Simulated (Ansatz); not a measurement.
```yaml
crystal:
  lattice:
    - [1.88253, 0.00000, -1.88253]
    - [-1.88253, 1.88253, 0.00000]
    - [3.87916, 3.87916, 3.87916]
  atoms:
    - { symbol: Rh, position: [0.00000, 0.00000, 0.00000] }
    - { symbol: Rh, position: [0.66667, 0.33333, 0.33333] }
    - { symbol: Rh, position: [0.33333, 0.66667, 0.66667] }
```

Space group R-3m; changed on purpose from its base cell (equal xy, yz and zx shear strains of +2 %, PAW files); computed pressure about −11 GPa in this cell; computed without spin polarisation.

Computed with Ansatz 0.2.0, DFT, LDA, PAW with Ansatz's default frozen-core files, scalar-relativistic.

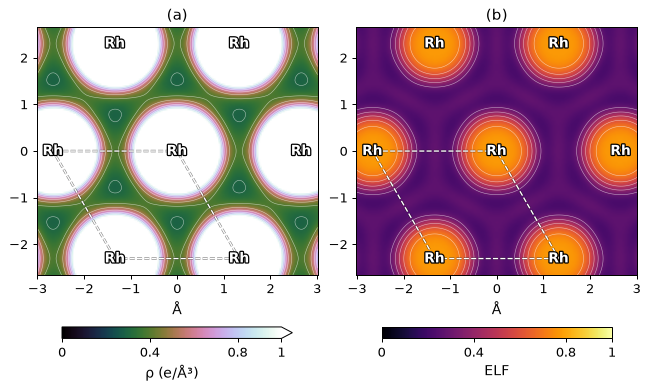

Rh. (a) valence pseudo-density; (b) ELF on the (001) plane of the conventional cell.

Core electrons are frozen (PAW), and the valence fields are smoothed inside the atomic spheres.

Interpret the plot.

Answer. Atoms in the plane: Rh. Rh–Rh (2.66 Å): the density is about 0.39 e/Å³ at the midpoint; the ELF is about 0.30 at the midpoint: no localised pair shows between them. Between the atoms the lowest density in this plane is 0.29 e/Å³. The features right at Rh lie inside the PAW spheres, where the map follows smoothed inner orbitals and isn't to be read closely.

Does the calculation make it a metal, or give it a gap?

Answer. It is gapless in this calculation (a metal or semimetal).
